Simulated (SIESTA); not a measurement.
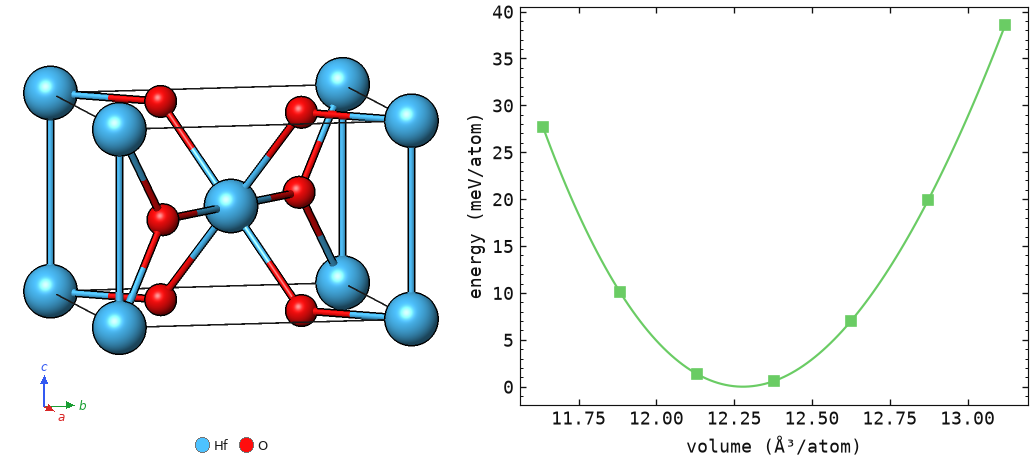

The picture above shows the energy against volume for HfO₂, space group P4_2/mnm (No. 136). The conventional cell is drawn beside the plot.

Structure:
```cif
data_structure
_symmetry_space_group_name_H-M 'P 1'
_symmetry_Int_Tables_number 1
_cell_length_a 4.8135
_cell_length_b 4.8135
_cell_length_c 3.2054
_cell_angle_alpha 90.000
_cell_angle_beta 90.000
_cell_angle_gamma 90.000
_cell_volume 74.27
loop_
_atom_site_label
_atom_site_type_symbol
_atom_site_fract_x
_atom_site_fract_y
_atom_site_fract_z
_atom_site_occupancy
Hf1 Hf 0.50000 0.50000 0.50000 1
Hf2 Hf 0.00000 0.00000 0.00000 1
O1 O 0.80504 0.19496 0.50000 1
O2 O 0.69496 0.69496 0.00000 1
O3 O 0.30504 0.30504 0.00000 1
O4 O 0.19496 0.80504 0.50000 1
```

How it was computed, with SIESTA 5.4.2: DFT in numerical atomic orbitals with pseudopotentials, no spin polarisation; energies at scaled volumes of the given cell, shape and fractions fixed, counted from the fit's minimum, third-order Birch-Murnaghan fit. Level: LDA.

| setting | value |
| --- | --- |
| k mesh | 4×4×6 |
| occupations | Fermi–Dirac |
| smearing width | 0.05 eV |
| potentials | PseudoDojo 0.4 standard, converted to PSML, two zetas on semicore shells |
| program settings | basis DZP, mesh cutoff 800 Ry |

From this curve and the settings, what does the calculation give for the pressure at the same points?

The pressure falls from 14.49 GPa at volume 11.64 Å³/atom to −13.84 GPa at 13.12 Å³/atom, and changes sign near 12.28 Å³/atom.

| volume (Å³/atom) | pressure (GPa) |
| --- | --- |
| 11.64 | 14.49 |
| 11.88 | 8.42 |
| 12.13 | 2.97 |
| 12.38 | −1.92 |
| 12.63 | −6.31 |
| 12.87 | −10.26 |
| 13.12 | −13.84 |

Note: mulliken charges of long orbitals; short basis over semicore shells; shape and atomic fractions are frozen while scaling, which makes layered, chain and framework solids too stiff.
